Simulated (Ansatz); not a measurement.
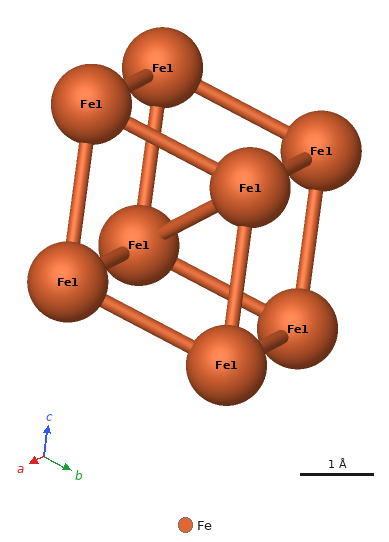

*The starting structure (ball-and-stick view of the cell of the calculation, seen slightly off an axis; atoms are numbered from 1 in the order of the input).*

Near neighbours in the crystal (not all of them lie inside the picture): Fe has 8 Fe at 2.50 Å.

# Fe: geometry relaxation (part 1 of 2)

- system: Fe (1 atom in the cell)
- method: DFT PBE, scalar-relativistic, plane waves, PAW, spin-polarised (Ansatz 0.2.0)

The structure derives from an entry of the Crystallography Open Database. Figures and captions count atoms from 1; the log counts them from 0 in places.

The program's output:
```
Engine: ansatz 0.2.0, aarch64-unknown-linux-gnu
Pseudopotentials: kind: paw
Pseudopotential: Fe, paw, valence charge 16, recommended cutoff 420 eV (normal), Fe.paw.azcp
Functional definition: PBE
  parameter kappa = 0.804
  parameter beta = 0.06672455060314922
  exchange = pbe_x(kappa = kappa, mu = beta*pi^2/3)
  correlation = pbe_c(beta = beta)
Crystal: 1 atoms, lattice volume = 12.019 Å³
Basis set: ecut = 420 eV, 225 PW (Γ), exchange–correlation on 36×36×36 points (8 copies of the dense FFT grid, shifted against one another)
Bands: 14, of which v1, the nominal top of the filled ones, is band 8 counted from 1 (7 counted from 0)
Symmetry: 48 space group operations
Space group: Im-3m (ITA 229), of the structure as read, at distance tolerance 2.3e-5 Å
Magnetic group: BNS 229.140 (UNI 1642), of the structure as read, at distance tolerance 2.3e-5 Å
k-points: 256 of 8000
Non-local potential: Fe, projectors of the file, l = 0: 3, l = 1: 2, l = 2: 3, l = 3: 1
PAW form: soft (Blöchl's): semilocal exchange-correlation on the pseudo side does not see the compensation charge
PAW one-centre angular grid: Fe, 590 points (default); XC on 64 Gauss nodes
Initial density: superposition of atomic densities (chi_scale 0.1, normalization cell)
Starting moments: Σ|m| = 2.66 μB on 1 of 1 site
Initial wavefunctions: pseudopotential atomic-orbital guess
Functional: x = pbe(κ = 0.804, μ = 0.2195149727645171), c = pbe(β = 0.06672455060314922)
SCF iter   1: F=—  HF=-4480.447046 eV  |F-HF|=—  |Δ(HF+E_count)|=         —  Δρ=7.36e-2 (↑6.11e-2 ↓7.36e-2)  dr2=1.32e0  dr2_m=5.68e-2  M=2.332 μB ∫|m|=2.388 μB  β_m=0.30  ethr=3.10e-3  ⟨swp⟩=4.6  Hψ=33822  notcnv=0
Mixer restart at iter 1: flushing history
preconditioner: auto → none  [metal: Δε(μ)=0.003 eV  Ē_g=14.018 eV  σ=0.100 eV  W_gap=0.02  n_scr=0 (ndim 8)  ℏωp=30.3 eV  f_vac=0.000  D(μ)=1.26/eV (n_scr^D=18)]
SCF iter   2: F=—  HF=-4479.924283 eV  |F-HF|=—  |Δ(HF+E_count)|=   5.23e-1  Δρ=3.55e-2 (↑3.55e-2 ↓1.95e-2)  dr2=3.61e-2  dr2_m=7.12e-2  M=2.416 μB ∫|m|=2.495 μB  β_m=0.29  ethr=3.10e-3  ⟨swp⟩=2.9  Hψ=17058  notcnv=0  defer=621
SCF iter   3: F=—  HF=-4480.121473 eV  |F-HF|=—  |Δ(HF+E_count)|=         —  Δρ=1.67e-2 (↑1.29e-2 ↓1.67e-2)  dr2=2.72e-3  dr2_m=2.18e-2  M=2.298 μB ∫|m|=2.385 μB  β_m=0.29  ethr=2.25e-4  ⟨swp⟩=2.5  Hψ=13688  notcnv=0  defer=626
Mixer restart at iter 3: flushing history
SCF iter   4: F=—  HF=-4480.248284 eV  |F-HF|=—  |Δ(HF+E_count)|=   1.27e-1  Δρ=1.28e-2 (↑1.02e-2 ↓1.28e-2)  dr2=3.55e-3  dr2_m=1.25e-2  M=2.286 μB ∫|m|=2.383 μB  β_m=0.64  ethr=1.70e-5  ⟨swp⟩=2.0  Hψ=13136  notcnv=0  defer=626
SCF iter   5: F=—  HF=-4480.460972 eV  |F-HF|=—  |Δ(HF+E_count)|=   2.13e-1  Δρ=3.85e-3 (↑3.85e-3 ↓3.22e-3)  dr2=1.34e-3  dr2_m=4.23e-4  M=2.252 μB ∫|m|=2.378 μB  β_m=0.64  ethr=1.70e-5  ⟨swp⟩=2.3  Hψ=14001  notcnv=0  defer=626
SCF iter   6: F=—  HF=-4480.463624 eV  |F-HF|=—  |Δ(HF+E_count)|=   2.65e-3  Δρ=7.89e-3 (↑7.89e-3 ↓2.22e-3)  dr2=8.52e-3  dr2_m=9.89e-4  M=2.272 μB ∫|m|=2.401 μB  β_m=0.51  ethr=8.37e-6  ⟨swp⟩=2.0  Hψ=16087  notcnv=0  defer=624  recentre
SCF iter   7: F=—  HF=-4480.466538 eV  |F-HF|=—  |Δ(HF+E_count)|=   2.91e-3  Δρ=1.23e-3 (↑1.23e-3 ↓3.17e-4)  dr2=1.55e-4  dr2_m=4.48e-5  M=2.259 μB ∫|m|=2.392 μB  β_m=0.63  ethr=8.37e-6  ⟨swp⟩=2.0  Hψ=12771  notcnv=0  defer=620
SCF iter   8: F=—  HF=-4480.466934 eV  |F-HF|=—  |Δ(HF+E_count)|=   3.96e-4  Δρ=4.65e-4 (↑4.65e-4 ↓1.47e-4)  dr2=1.12e-5  dr2_m=9.94e-6  M=2.258 μB ∫|m|=2.392 μB  β_m=0.81  ethr=9.72e-7  ⟨swp⟩=2.2  Hψ=9760  notcnv=0  defer=622
SCF iter   9: F=—  HF=-4480.466944 eV  |F-HF|=—  |Δ(HF+E_count)|=   1.02e-5  Δρ=4.08e-5 (↑1.74e-5 ↓4.08e-5)  dr2=1.45e-7  dr2_m=6.65e-8  M=2.258 μB ∫|m|=2.393 μB  β_m=0.91  ethr=6.99e-8  ⟨swp⟩=2.4  Hψ=10291  notcnv=0  defer=622
SCF iter  10: F=—  HF=-4480.466944 eV  |F-HF|=—  |Δ(HF+E_count)|=   9.07e-8  Δρ=2.22e-5 (↑2.22e-5 ↓7.28e-6)  dr2=2.27e-8  dr2_m=2.25e-8  M=2.258 μB ∫|m|=2.393 μB  β_m=0.95  ethr=9.04e-10  ⟨swp⟩=2.1  Hψ=9805  notcnv=0  defer=622
SCF iter  11: F=-4480.466944 eV  HF=-4480.466944 eV  |F-HF|=2.00e-11  |Δ(HF+E_count)|=   7.07e-9  Δρ=9.70e-7 (↑9.70e-7 ↓4.01e-7)  dr2=5.36e-11  dr2_m=3.41e-11  M=2.258 μB ∫|m|=2.393 μB  ethr=1.42e-10  ⟨swp⟩=7.8  Hψ=38316  notcnv=0
SCF 1 converged in 11 iterations: F = -4480.466944 eV  dr2 = 5.36e-11
  greatest PAW one-centre occupation: 1.001 electrons in one spin orbital (limit 2), on the Fe atom at site 0 (counted from 0), in its partial waves of l = 1
relax step   1: F+E_penalty+E_count = -4480.46694440 eV  Δ(F+E_penalty+E_count) = +0.000e0 eV  max|allowed force component| = 0.000e0 eV/Å  Δτ_max = 0.0000 Å  P = -9.584 GPa  Ω = 12.019 Å³  (11 SCF iters, dr2 threshold 1.00e-7 eV, accepted)
Crystal: 1 atoms, lattice volume = 11.599 Å³
Initial density: handed on by an earlier stage of this run
Starting moments: Σ|m| = 2.66 μB on 1 of 1 site; this step starts from the density that it was given
Initial wavefunctions: those handed on with the density
iter 1 solved again at ethr=9.38e-5 eV; its pass at ethr=3.10e-3 eV (dr2=1.50e-2 eV) is discarded
SCF iter   1: F=—  HF=-4480.489551 eV  |F-HF|=—  |Δ(HF+E_count)|=         —  Δρ=1.49e-2 (↑1.49e-2 ↓3.43e-3)  dr2=1.47e-2  dr2_m=7.56e-3  M=2.201 μB ∫|m|=2.321 μB  β_m=0.30  ethr=9.38e-5  ⟨swp⟩=1.0  Hψ=45640  notcnv=0
preconditioner: auto → none  [metal: Δε(μ)=0.002 eV  Ē_g=14.751 eV  σ=0.100 eV  W_gap=0.01  n_scr=0 (ndim 8)  ℏωp=30.8 eV  f_vac=0.000  D(μ)=0.93/eV (n_scr^D=12)]
SCF iter   2: F=—  HF=-4480.482732 eV  |F-HF|=—  |Δ(HF+E_count)|=   6.82e-3  Δρ=3.77e-3 (↑3.77e-3 ↓3.58e-3)  dr2=1.37e-4  dr2_m=1.37e-3  M=2.214 μB ∫|m|=2.336 μB  β_m=0.34  ethr=9.20e-5  ⟨swp⟩=2.5  Hψ=12025  notcnv=0
SCF iter   3: F=—  HF=-4480.483237 eV  |F-HF|=—  |Δ(HF+E_count)|=   5.05e-4  Δρ=2.49e-3 (↑2.05e-3 ↓2.49e-3)  dr2=2.51e-5  dr2_m=5.27e-4  M=2.214 μB ∫|m|=2.336 μB  β_m=0.59  ethr=8.55e-7  ⟨swp⟩=2.6  Hψ=10259  notcnv=0
SCF iter   4: F=—  HF=-4480.484550 eV  |F-HF|=—  |Δ(HF+E_count)|=   1.31e-3  Δρ=4.77e-4 (↑3.97e-4 ↓4.77e-4)  dr2=7.48e-5  dr2_m=5.32e-7  M=2.213 μB ∫|m|=2.336 μB  β_m=0.79  ethr=1.57e-7  ⟨swp⟩=2.0  Hψ=11345  notcnv=0
SCF iter   5: F=—  HF=-4480.484869 eV  |F-HF|=—  |Δ(HF+E_count)|=   3.20e-4  Δρ=3.20e-4 (↑3.20e-4 ↓1.58e-4)  dr2=1.85e-5  dr2_m=9.05e-7  M=2.213 μB ∫|m|=2.336 μB  β_m=0.90  ethr=1.57e-7  ⟨swp⟩=2.3  Hψ=10608  notcnv=0
SCF iter   6: F=—  HF=-4480.484913 eV  |F-HF|=—  |Δ(HF+E_count)|=   4.39e-5  Δρ=1.31e-4 (↑1.31e-4 ↓5.04e-5)  dr2=2.55e-6  dr2_m=2.54e-7  M=2.213 μB ∫|m|=2.336 μB  β_m=0.95  ethr=1.15e-7  ⟨swp⟩=2.3  Hψ=9944  notcnv=0
SCF iter   7: F=—  HF=-4480.484919 eV  |F-HF|=—  |Δ(HF+E_count)|=   6.14e-6  Δρ=3.41e-6 (↑3.41e-6 ↓1.55e-6)  dr2=9.41e-10  dr2_m=3.61e-10  M=2.213 μB ∫|m|=2.336 μB  β_m=0.97  ethr=1.60e-8  ⟨swp⟩=2.0  Hψ=11083  notcnv=0
SCF iter   8: F=-4480.484919 eV  HF=-4480.484919 eV  |F-HF|=3.18e-9  |Δ(HF+E_count)|=   4.48e-9  Δρ=3.85e-6 (↑3.85e-6 ↓2.75e-6)  dr2=3.60e-9  dr2_m=4.07e-11  M=2.213 μB ∫|m|=2.336 μB  ethr=5.88e-12  ⟨swp⟩=4.2  Hψ=31653  notcnv=0
SCF 2 converged in 8 iterations: F = -4480.484919 eV  dr2 = 3.60e-9
relax step   2: F+E_penalty+E_count = -4480.48491934 eV  Δ(F+E_penalty+E_count) = -1.797e-2 eV  max|allowed force component| = 0.000e0 eV/Å  Δτ_max = 0.0000 Å  P = -3.741 GPa  Ω = 11.599 Å³  energy of the carried Pulay correction = +2.337e-4 eV  (8 SCF iters, dr2 threshold 1.00e-7 eV, accepted)
Crystal: 1 atoms, lattice volume = 11.345 Å³
iter 1 solved again at ethr=4.04e-5 eV; its pass at ethr=3.10e-3 eV (dr2=6.46e-3 eV) is discarded
SCF iter   1: F=—  HF=-4480.490026 eV  |F-HF|=—  |Δ(HF+E_count)|=         —  Δρ=1.15e-2 (↑1.15e-2 ↓3.52e-3)  dr2=6.37e-3  dr2_m=5.43e-3  M=2.163 μB ∫|m|=2.277 μB  β_m=0.30  ethr=4.04e-5  ⟨swp⟩=1.0  Hψ=45896  notcnv=0
preconditioner: auto → none  [metal: Δε(μ)=0.002 eV  Ē_g=14.993 eV  σ=0.100 eV  W_gap=0.01  n_scr=0 (ndim 8)  ℏωp=31.2 eV  f_vac=0.000  D(μ)=0.98/eV (n_scr^D=12)]
SCF iter   2: F=—  HF=-4480.486879 eV  |F-HF|=—  |Δ(HF+E_count)|=   3.15e-3  Δρ=3.21e-3 (↑3.21e-3 ↓3.18e-3)  dr2=5.14e-5  dr2_m=1.03e-3  M=2.175 μB ∫|m|=2.290 μB  β_m=0.35  ethr=3.98e-5  ⟨swp⟩=2.5  Hψ=11156  notcnv=0
SCF iter   3: F=—  HF=-4480.487191 eV  |F-HF|=—  |Δ(HF+E_count)|=   3.12e-4  Δρ=2.25e-3 (↑1.99e-3 ↓2.25e-3)  dr2=7.60e-6  dr2_m=4.60e-4  M=2.173 μB ∫|m|=2.288 μB  β_m=0.62  ethr=3.21e-7  ⟨swp⟩=2.1  Hψ=10727  notcnv=0
SCF iter   4: F=—  HF=-4480.487860 eV  |F-HF|=—  |Δ(HF+E_count)|=   6.69e-4  Δρ=3.47e-4 (↑1.94e-4 ↓3.47e-4)  dr2=1.95e-5  dr2_m=3.02e-6  M=2.169 μB ∫|m|=2.284 μB  β_m=0.81  ethr=4.75e-8  ⟨swp⟩=2.4  Hψ=11894  notcnv=0
SCF iter   5: F=—  HF=-4480.487940 eV  |F-HF|=—  |Δ(HF+E_count)|=   7.97e-5  Δρ=1.22e-4 (↑1.22e-4 ↓9.98e-5)  dr2=4.04e-6  dr2_m=4.80e-8  M=2.168 μB ∫|m|=2.283 μB  β_m=0.90  ethr=4.75e-8  ⟨swp⟩=2.0  Hψ=9321  notcnv=0
SCF iter   6: F=—  HF=-4480.487950 eV  |F-HF|=—  |Δ(HF+E_count)|=   1.00e-5  Δρ=5.34e-5 (↑5.34e-5 ↓2.24e-5)  dr2=4.27e-7  dr2_m=4.60e-8  M=2.167 μB ∫|m|=2.283 μB  β_m=0.95  ethr=2.52e-8  ⟨swp⟩=2.3  Hψ=9939  notcnv=0
SCF iter   7: F=—  HF=-4480.487951 eV  |F-HF|=—  |Δ(HF+E_count)|=   1.20e-6  Δρ=1.65e-5 (↑1.65e-5 ↓3.33e-6)  dr2=2.46e-8  dr2_m=6.45e-9  M=2.167 μB ∫|m|=2.283 μB  β_m=0.98  ethr=2.67e-9  ⟨swp⟩=2.5  Hψ=10813  notcnv=0
SCF iter   8: F=-4480.487951 eV  HF=-4480.487951 eV  |F-HF|=3.56e-9  |Δ(HF+E_count)|=   1.13e-8  Δρ=4.69e-6 (↑4.69e-6 ↓2.53e-6)  dr2=4.23e-9  dr2_m=1.41e-10  M=2.167 μB ∫|m|=2.283 μB  ethr=1.54e-10  ⟨swp⟩=4.6  Hψ=32644  notcnv=0
SCF 3 converged in 8 iterations: F = -4480.487951 eV  dr2 = 4.23e-9
relax step   3: F+E_penalty+E_count = -4480.48795114 eV  Δ(F+E_penalty+E_count) = -3.032e-3 eV  max|allowed force component| = 0.000e0 eV/Å  Δτ_max = 0.0000 Å  P = +0.108 GPa  Ω = 11.345 Å³  energy of the carried Pulay correction = +3.790e-4 eV  (8 SCF iters, dr2 threshold 1.00e-7 eV, accepted)
Crystal: 1 atoms, lattice volume = 11.352 Å³
iter 1 solved again at ethr=3.32e-8 eV; its pass at ethr=3.10e-3 eV (dr2=5.31e-6 eV) is discarded
SCF iter   1: F=—  HF=-4480.487951 eV  |F-HF|=—  |Δ(HF+E_count)|=         —  Δρ=3.58e-4 (↑3.58e-4 ↓1.24e-4)  dr2=5.38e-6  dr2_m=5.69e-6  M=2.169 μB ∫|m|=2.284 μB  β_m=0.65  ethr=3.32e-8  ⟨swp⟩=2.0  Hψ=42167  notcnv=0
preconditioner: auto → none  [metal: Δε(μ)=0.003 eV  Ē_g=15.013 eV  σ=0.100 eV  W_gap=0.01  n_scr=0 (ndim 8)  ℏωp=31.2 eV  f_vac=0.000  D(μ)=1.02/eV (n_scr^D=12)]
SCF iter   2: F=—  HF=-4480.487951 eV  |F-HF|=—  |Δ(HF+E_count)|=   6.79e-7  Δρ=2.01e-4 (↑2.01e-4 ↓1.20e-4)  dr2=6.71e-6  dr2_m=1.73e-7  M=2.168 μB ∫|m|=2.284 μB  β_m=0.36  ethr=3.32e-8  ⟨swp⟩=2.0  Hψ=11034  notcnv=0
SCF iter   3: F=—  HF=-4480.487949 eV  |F-HF|=—  |Δ(HF+E_count)|=   1.76e-6  Δρ=7.80e-5 (↑7.80e-5 ↓7.30e-5)  dr2=1.17e-8  dr2_m=5.90e-7  M=2.169 μB ∫|m|=2.284 μB  β_m=0.56  ethr=3.32e-8  ⟨swp⟩=2.3  Hψ=9984  notcnv=0
SCF iter   4: F=—  HF=-4480.487949 eV  |F-HF|=—  |Δ(HF+E_count)|=   4.31e-7  Δρ=1.93e-5 (↑5.55e-6 ↓1.93e-5)  dr2=4.78e-8  dr2_m=7.53e-9  M=2.169 μB ∫|m|=2.284 μB  β_m=0.78  ethr=7.34e-11  ⟨swp⟩=2.0  Hψ=11292  notcnv=0
SCF iter   5: F=—  HF=-4480.487949 eV  |F-HF|=—  |Δ(HF+E_count)|=   1.30e-7  Δρ=1.02e-6 (↑1.02e-6 ↓1.00e-6)  dr2=2.28e-11  dr2_m=8.14e-11  M=2.169 μB ∫|m|=2.284 μB  β_m=0.83  ethr=7.34e-11  ⟨swp⟩=2.0  Hψ=11320  notcnv=0
SCF iter   6: F=-4480.487949 eV  HF=-4480.487949 eV  |F-HF|=2.01e-9  |Δ(HF+E_count)|=   3.74e-9  Δρ=3.25e-6 (↑3.25e-6 ↓2.20e-6)  dr2=2.40e-9  dr2_m=4.71e-11  M=2.169 μB ∫|m|=2.284 μB  ethr=1.00e-12  ⟨swp⟩=3.9  Hψ=28261  notcnv=0
SCF 4 converged in 6 iterations: F = -4480.487949 eV  dr2 = 2.40e-9
relax step   4: F+E_penalty+E_count = -4480.48794946 eV  Δ(F+E_penalty+E_count) = +1.683e-6 eV  max|allowed force component| = 0.000e0 eV/Å  Δτ_max = 0.0000 Å  P = -0.000 GPa  Ω = 11.352 Å³  energy of the carried Pulay correction = +3.750e-4 eV  (6 SCF iters, dr2 threshold 2.94e-8 eV, accepted)
Initial wavefunctions: pseudopotential atomic-orbital guess (no wavefunctions were taken with the density)
iter 1 solved again at ethr=4.57e-9 eV; its pass at ethr=3.10e-3 eV (dr2=7.32e-7 eV) is discarded
```
